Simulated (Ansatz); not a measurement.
Input

```
crystal:
  lattice:
    - [0.0, 5.43, 5.43]
    - [5.43, 0.0, 5.43]
    - [5.43, 5.43, 0.0]
  atoms:
    - { symbol: Si, position: [0.0, 0.0, 0.0] }
    - { symbol: Si, position: [0.125, 0.125, 0.125] }
    - { symbol: Si, position: [0.0, 0.0, 0.5] }
    - { symbol: Si, position: [0.125, 0.125, 0.625] }
    - { symbol: Si, position: [0.0, 0.5, 0.0] }
    - { symbol: Si, position: [0.125, 0.625, 0.125] }
    - { symbol: Si, position: [0.0, 0.5, 0.5] }
    - { symbol: Si, position: [0.125, 0.625, 0.625] }
    - { symbol: Si, position: [0.5, 0.0, 0.0] }
    - { symbol: Si, position: [0.625, 0.125, 0.125] }
    - { symbol: Si, position: [0.5, 0.0, 0.5] }
    - { symbol: Si, position: [0.625, 0.125, 0.625] }
    - { symbol: Si, position: [0.5, 0.5, 0.0] }
    - { symbol: Si, position: [0.625, 0.625, 0.125] }
    - { symbol: Si, position: [0.5, 0.5, 0.5] }
    - { symbol: Si, position: [0.625, 0.625, 0.625] }
    - { symbol: Fe, position: [0.7583952, 0.7421466, 0.7527751], spin: 2.5 }
magnetization:
  spin_polarized: true
basis:
  ecutwfc: 500.0
kpoints:
  mp_grid: { grid: [2, 2, 2] }
hamiltonian:
  xc: r2scan
  pseudopotentials: { kind: paw, azcp: { folder: soft_1 } }
scf:
  occupations: { method: fermi_dirac, width: 0.05 }
  lower_state_search: "off"
relax:
  f_tol: 0.03
  max_steps: 60
  adjacent_minimum: "off"
output:
  write_density: true
  write_potential: true
  elf: true
  volumetric_format: npy
```

Command:

```sh
ansatz run input.yaml --threads 4 --pin off --max-ram 10240MiB --backend cpu --events-out ev --progress --plain --runs-dir out
```

The fields are those of the run's last geometry, not of the input's.

The SCF solution may not be the lowest one; PAW files of the earlier set (soft_1); spin-polarised.

The calculation used DFT r2SCAN, scalar-relativistic, plane waves, PAW in Ansatz 0.2.0.

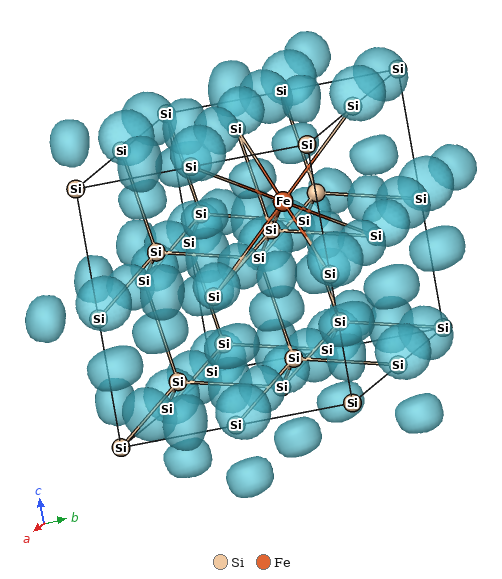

FeSi16 (cell with a defect). Isosurface of the electron localisation function at 0.85 (cyan), seen slightly off an axis. Only the valence region is drawn (cores and ρ < 0.01 e/Å³ removed). Sticks mark near contacts.

Core electrons are frozen (PAW), and the valence fields are smoothed inside the atomic spheres.

**What do the ELF domains correspond to?**

At this value the surface marks out 32 regions between bonded Si–Si atoms, counted in one cell of 17 atoms. Any copies at cell faces, edges or corners count once.

Values along the shortest contacts:
Si–Si (2.33 Å): the ELF peaks at about 0.95 between the atoms. Fe–Si (2.37 Å): the ELF peaks at about 0.60 in the valence shell of Si, 0.9 Å from its nucleus, and is about 0.45 at the midpoint.
